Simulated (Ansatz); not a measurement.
Run report: Rh$_{6}$H, single-point calculation (part 2 of 2)

Continued. System: Rh$_{6}$H (slab, 14 atoms in the cell). Method: DFT PBE, scalar-relativistic, plane waves, PAW, no spin polarisation (Ansatz 0.2.0); cutoff 420 eV, 5×5×1 k-mesh, Gaussian smearing of 0.1 eV. The structure derives from an entry of the Crystallography Open Database.

Geometry of the input (Å; fractional positions):
```
5.4163  0.0000  0.0000
0.0000  5.4163  0.0000
0.0000  0.0000  21.6737
Rh 0.2500  0.2500  0.1846
Rh 0.2500  0.7500  0.1846
Rh 0.7500  0.2500  0.1846
Rh 0.7500  0.7500  0.1846
Rh 0.0000  0.0000  0.2694
Rh 0.0000  0.5000  0.2694
Rh 0.5000  0.0000  0.2694
Rh 0.5000  0.5000  0.2694
Rh 0.2500  0.2500  0.3541
Rh 0.2500  0.7500  0.3541
Rh 0.7500  0.2500  0.3541
Rh 0.7500  0.7500  0.3541
H  0.4400  0.5000  0.5202
H  0.5600  0.5000  0.5202
```

**Output, continued**
```
  k-point 0: bands = ["-76.6281", "-76.5886", "-76.5865", "-76.5534", "-75.9533", "-75.9467", "-75.9198", "-75.9198", "-75.9166", "-75.9166", "-75.8857", "-75.8825", "-44.7483", "-44.7483", "-44.6949", "-44.6949", "-44.5696", "-44.5570", "-44.5556", "-44.4075", "-44.3470", "-44.3470", "-44.2961", "-44.2961", "-44.0511", "-44.0509", "-44.0103", "-44.0103", "-43.9626", "-43.9625", "-43.9345", "-43.9340", "-43.7986", "-43.7568", "-43.7568", "-43.7265", "-43.7194", "-43.6996", "-43.6996", "-43.6990", "-43.6876", "-43.6875", "-43.6666", "-43.6666", "-43.6585", "-43.6582", "-43.6548", "-43.6546", "-4.5824", "-3.7943", "-3.4864", "-3.3148", "-3.1998", "-3.1459", "-3.1453", "-3.0102", "-3.0102", "-2.9799", "-2.8706", "-2.8705", "-2.5661", "-1.9893", "-1.7734", "-1.3972", "-1.3972", "-0.9460", "-0.9452", "-0.8462", "-0.8455", "-0.7811", "-0.6486", "-0.6485", "-0.5230", "-0.5217", "-0.3642", "-0.3642", "-0.3360", "-0.3360", "-0.2503", "-0.2502", "-0.2193", "-0.2192", "0.7000", "0.9438", "0.9438", "1.1045", "1.1059", "1.1908", "1.4290", "1.4906", "1.4906", "1.6471", "1.8097", "1.8098", "2.0635", "2.0637", "2.2983", "2.3547", "2.3552", "2.4682", "2.5491", "2.5935", "2.5935", "2.6742", "2.8062", "2.8068", "2.9004", "2.9296", "2.9296", "3.0819", "3.6623", "3.6672", "3.8212", "3.8228", "4.8061", "4.9725", "4.9737", "5.0242", "5.0255", "6.8785", "7.1249", "7.1272", "7.2618", "7.6151"]
  k-point 1: bands = ["-76.6242", "-76.5916", "-76.5841", "-76.5567", "-75.9501", "-75.9439", "-75.9228", "-75.9197", "-75.9165", "-75.9134", "-75.8889", "-75.8858", "-44.7419", "-44.7127", "-44.6982", "-44.6600", "-44.5645", "-44.5521", "-44.5439", "-44.4244", "-44.3896", "-44.3422", "-44.3409", "-44.3010", "-44.0365", "-44.0156", "-44.0004", "-43.9772", "-43.9684", "-43.9396", "-43.9369", "-43.9215", "-43.7878", "-43.7533", "-43.7465", "-43.7340", "-43.7243", "-43.7214", "-43.7087", "-43.7063", "-43.7018", "-43.6908", "-43.6861", "-43.6846", "-43.6810", "-43.6656", "-43.6604", "-43.6565", "-4.3448", "-3.7901", "-3.3192", "-3.1696", "-3.1549", "-2.9998", "-2.9125", "-2.9113", "-2.8933", "-2.8320", "-2.8116", "-2.7441", "-2.4112", "-1.7989", "-1.7370", "-1.6414", "-1.2557", "-1.2388", "-1.0491", "-1.0425", "-0.9964", "-0.8255", "-0.7282", "-0.6645", "-0.5094", "-0.4088", "-0.4001", "-0.3348", "-0.2816", "-0.2208", "-0.2125", "-0.2034", "-0.2034", "0.2551", "0.4208", "0.8414", "0.8884", "0.9765", "1.0183", "1.0736", "1.2316", "1.4980", "1.5268", "1.7104", "1.7629", "1.7883", "1.8669", "1.9156", "1.9444", "1.9669", "2.1150", "2.2159", "2.2673", "2.3990", "2.4947", "2.6287", "2.7328", "2.7534", "2.7661", "2.7685", "3.0382", "3.0390", "3.0396", "3.2279", "3.2458", "3.4186", "4.9249", "5.2104", "5.4512", "5.5654", "6.0154", "6.9376", "7.0547", "7.0647", "7.4985", "7.8083"]
  k-point 2: bands = ["-76.6142", "-76.6016", "-76.5757", "-76.5652", "-75.9415", "-75.9366", "-75.9310", "-75.9274", "-75.9080", "-75.9049", "-75.8975", "-75.8943", "-44.7263", "-44.7092", "-44.6178", "-44.5669", "-44.5537", "-44.5479", "-44.5103", "-44.4951", "-44.4651", "-44.4465", "-44.3296", "-44.3139", "-44.0094", "-43.9852", "-43.9776", "-43.9551", "-43.9225", "-43.8897", "-43.8772", "-43.8663", "-43.8108", "-43.8045", "-43.7808", "-43.7740", "-43.7473", "-43.7438", "-43.7325", "-43.7253", "-43.7227", "-43.7132", "-43.7020", "-43.6999", "-43.6769", "-43.6674", "-43.6629", "-43.6596", "-3.8023", "-3.7519", "-3.2958", "-2.8615", "-2.8381", "-2.7094", "-2.7012", "-2.6583", "-2.4553", "-2.4005", "-2.3997", "-2.3821", "-2.3570", "-2.3271", "-2.1076", "-1.8435", "-1.5673", "-1.4302", "-1.2764", "-1.2662", "-0.9218", "-0.6579", "-0.5595", "-0.5305", "-0.3512", "-0.1858", "-0.1699", "-0.1693", "-0.1517", "-0.0827", "-0.0575", "0.0432", "0.3112", "0.3508", "0.3931", "0.4357", "0.4615", "0.5224", "0.5924", "0.7661", "1.1884", "1.2658", "1.2745", "1.2934", "1.3707", "1.3872", "1.4163", "1.5274", "1.6464", "1.7270", "1.7810", "1.8207", "1.8387", "1.9599", "2.2551", "2.2686", "2.2707", "2.4277", "2.5186", "2.6068", "2.6717", "2.9347", "2.9558", "3.0794", "3.1355", "4.2070", "5.2319", "5.7320", "6.2285", "6.4061", "6.6069", "6.7009", "6.7831", "7.4686", "7.9071", "8.2269"]
  k-point 8: bands = ["-76.6011", "-76.5901", "-76.5880", "-76.5777", "-75.9298", "-75.9258", "-75.9194", "-75.9194", "-75.9161", "-75.9161", "-75.9090", "-75.9058", "-44.5969", "-44.5968", "-44.5849", "-44.5753", "-44.5307", "-44.5165", "-44.5148", "-44.4888", "-44.4826", "-44.4678", "-44.4592", "-44.4591", "-43.9001", "-43.8986", "-43.8983", "-43.8971", "-43.8795", "-43.8792", "-43.8625", "-43.8614", "-43.8059", "-43.8004", "-43.7885", "-43.7844", "-43.7842", "-43.7768", "-43.7765", "-43.7711", "-43.7335", "-43.7302", "-43.7245", "-43.7244", "-43.7187", "-43.7186", "-43.7161", "-43.7050", "-3.7748", "-2.9433", "-2.5144", "-2.5143", "-2.4520", "-2.2253", "-2.1872", "-2.1847", "-2.1846", "-2.1617", "-2.0381", "-2.0309", "-1.9628", "-1.9620", "-1.6945", "-1.5814", "-1.5807", "-1.4892", "-1.4661", "-1.4657", "-1.0239", "-0.8757", "-0.7885", "-0.6786", "-0.6786", "-0.5489", "-0.4820", "-0.4311", "-0.4310", "-0.0988", "0.0720", "0.3044", "0.3045", "0.3187", "0.3187", "0.4682", "0.5015", "0.5045", "0.6828", "0.8275", "0.8841", "0.8849", "0.9114", "0.9915", "0.9984", "1.0258", "1.0265", "1.1793", "1.3250", "1.3530", "1.4533", "1.4533", "1.6185", "1.8065", "1.8783", "1.8859", "1.9896", "1.9896", "2.1808", "2.1850", "2.6937", "2.7986", "2.7990", "2.8430", "2.8509", "3.2322", "4.0817", "4.0946", "5.2015", "5.5931", "6.5600", "6.6636", "7.4294", "7.8108", "8.0724", "8.3264"]
```

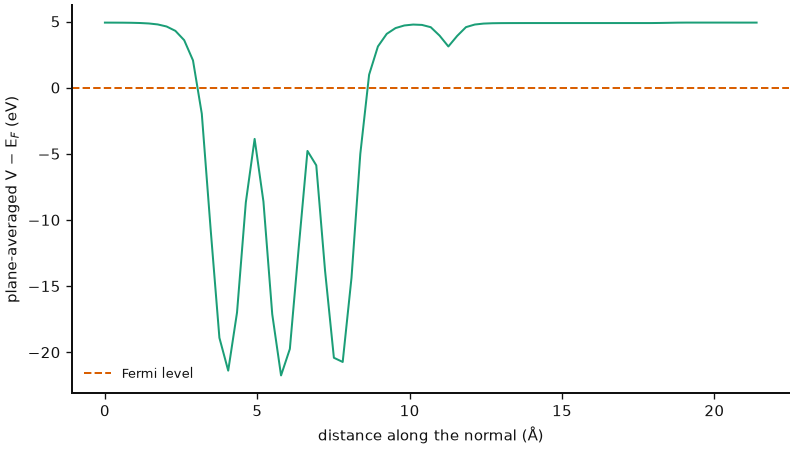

Figure 1. Plane average of the electrostatic potential energy of an electron across the cell, from the Fermi level. The vacuum level lies 4.88 eV above the Fermi level on the upper side and 4.92 eV on the lower.

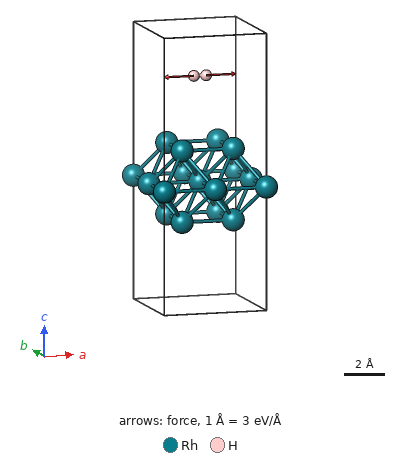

Figure 2. Forces on the atoms as red arrows (ball-and-stick view of the cell of the calculation, with the vacuum cut short, seen slightly off an axis); the smallest are left out. The largest act on H13, H14 (4.86 eV/Å). Atoms are counted from 1 in the order of the input and aren't labelled in the picture. The geometry is not a stationary point of this energy.

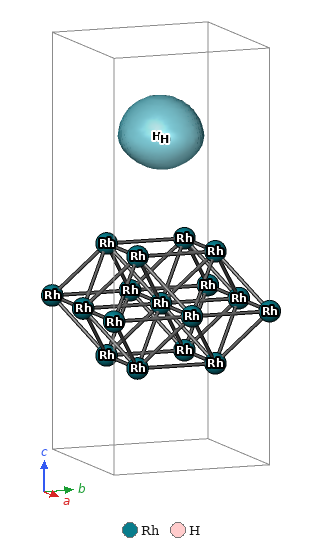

Figure 3. Isosurface of the ELF at 0.8 (cyan), seen slightly off an axis. Core shells and regions of very low density are left out. Sticks mark near contacts. Counts are for one cell; the picture repeats the cell along the surface. Rh–Rh (2.65 Å): the ELF is about 0.30 at the midpoint; no shared electron pair. The fields are those of the smooth PAW valence density.

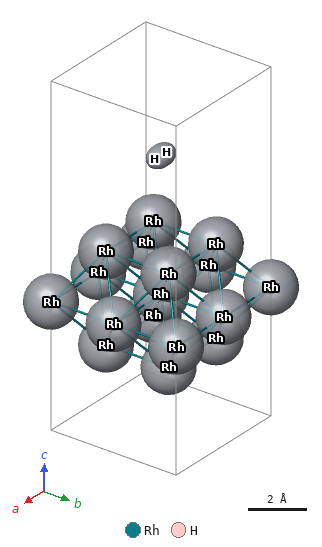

Figure 4. Isosurface of the valence pseudo-density at 0.8 e/Å³ (grey), seen at an oblique angle. Sticks mark near contacts. At this value the density breaks into separate islands; it holds about 80 % of the electrons treated as valence (semicore included). It is pinched off along the Rh–Rh (2.65 Å) and Rh–Rh (2.71 Å) contacts. On the grid the lowest density along these lines, outside the cores, is 2.2 e/Å³ (H–H, 0.65 Å), 0.39 e/Å³ (Rh–Rh, 2.65 Å) and 0.35 e/Å³ (Rh–Rh, 2.71 Å).

**Key numbers**

```json
{"quantity": "outcome", "value": "converged"}
{"quantity": "electrons treated", "value": "206"}
{"quantity": "free energy", "value": "−76857.6587 eV"}
{"quantity": "work function, top face", "value": "4.88 eV"}
{"quantity": "work function, bottom face", "value": "4.92 eV"}
{"quantity": "Fermi energy", "value": "2.247 eV"}
{"quantity": "gap on the k-point mesh", "value": "none (metallic)"}
{"quantity": "work function (upper face)", "value": "4.88 eV"}
{"quantity": "largest force (length of the vector)", "value": "4.855 eV/Å"}
{"quantity": "hardware", "value": "4 threads of Intel Xeon (Sapphire Rapids), 64 GiB of memory available, shared host"}
{"quantity": "wall time", "value": "18 s (CPU time 68 s)"}
{"quantity": "peak memory", "value": "1.9 GiB"}
```

**Notes**

The program warns: the exchange-correlation potential is rough where the density is thin.
